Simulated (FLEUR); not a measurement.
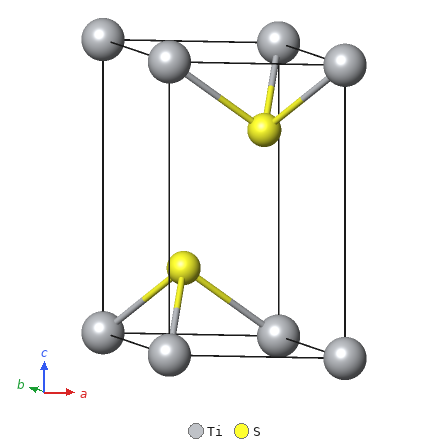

System: TiS₂, space group P-3m1 (No. 164). The picture shows the conventional cell.

Starting cell:
```xyz
3
Lattice="3.4120 0.0000 0.0000 -1.7060 2.9549 0.0000 0.0000 0.0000 5.6950" Properties=species:S:1:pos:R:3 pbc="T T T"
Ti    0.0000    0.0000    0.0000
S     1.7060    0.9850    4.2713
S     0.0000    1.9699    1.4238
```

Computed with FLEUR MaX-R8.1 (later development tree): all-electron LAPW DFT, no spin polarisation; energies at scaled volumes of the given cell, shape and fractions fixed, counted from the fit's minimum, third-order Birch-Murnaghan fit. Level: PBEsol.

k mesh 9×9×5; occupations Fermi–Dirac; smearing width 0.05 eV; potentials all electron; program settings basis FLAPW, kmax 5.08 1/bohr.

What does the calculation give for the energy against volume? The volume takes the values 17.99, 18.37, 18.76, 19.14, 19.52, 19.90, 20.29 Å³/atom.

A third-order Birch–Murnaghan fit gives V0 = 18.45 Å³/atom, B0 = 104 GPa and B′ = 4.0. The energy is 3.81 meV/atom at volume 17.99 Å³/atom and 50.96 meV/atom at 20.29 Å³/atom; the lowest computed point is at volume 18.37 Å³/atom (0.09 meV/atom), in a single well.

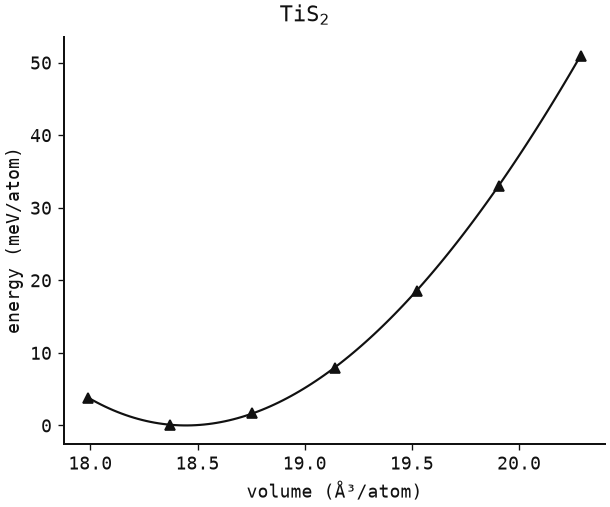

Caveats: shape and atomic fractions are frozen while scaling, which makes layered, chain and framework solids too stiff.
